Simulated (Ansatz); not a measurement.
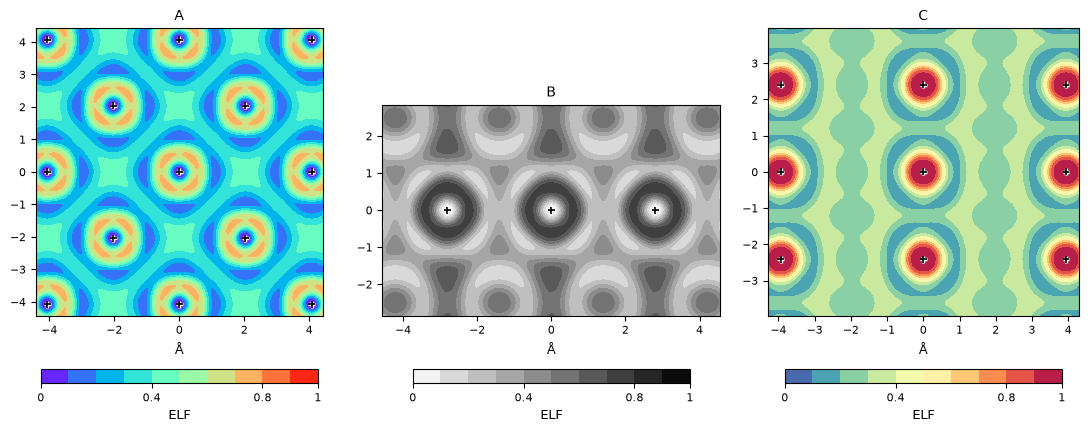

The ELF of 3 systems, each on a plane through atoms (crosses mark nuclei in the plane).

Theory: DFT, r2SCAN, plane waves (500 eV) with PAW, scalar-relativistic (Ansatz 0.2.0).

System 1: W, the (010) plane of the conventional cell. Space group Fm-3m; set up as W, fcc; a generated structure, not necessarily the stable one; changed on purpose from its base cell (volume × 1.04); computed pressure about −11 GPa in this cell.

```xyz
4
Lattice="4.0710 0.0000 0.0000 0.0000 4.0710 0.0000 0.0000 0.0000 4.0710" Properties=species:S:1:pos:R:3 pbc="T T T"
W     0.0000    0.0000    0.0000
W     2.0355    2.0355    0.0000
W     2.0355    0.0000    2.0355
W     0.0000    2.0355    2.0355
```

System 2: Ta, the (100) plane of the conventional cell. Space group P6₃/mmc; set up as Ta, hcp; a generated structure, not necessarily the stable one; changed on purpose from its base cell (volume × 0.92); computed pressure about 19 GPa in this cell.

```
Ta
1.0
     2.80667    0.00000    0.00000
    -1.40333    2.43064    0.00000
     0.00000    0.00000    4.98750
Ta
2
Direct
  0.33333 0.66667 0.25000
  0.66667 0.33333 0.75000
```

System 3: Co, the (100) plane of the conventional cell. Space group P6/mmm; set up as Co, omega (AlB2-type); a generated structure, not necessarily the stable one; changed on purpose from its base cell (volume × 1.0); spin-polarised.

```xyz
3
Lattice="3.9390 0.0000 0.0000 -1.9695 3.4113 0.0000 0.0000 0.0000 2.4099" Properties=species:S:1:pos:R:3 pbc="T T T"
Co    0.0000    0.0000    0.0000
Co    0.0000    2.2742    1.2050
Co    1.9695    1.1371    1.2050
```

Question: Which map belongs to which system?

Answer: Panel A is system 1, W: the plane holds W. W–W (2.88 Å): the ELF is about 0.35 at the midpoint. Panel B is system 2, Ta: the plane holds Ta. Ta–Ta (2.81 Å): the ELF is about 0.30 at the midpoint (no shared electron pair shows on this line). Panel C is system 3, Co: the plane holds Co. Co–Co (2.41 Å): the ELF is about 0.25 at the midpoint: no shared electron pair shows on this line.
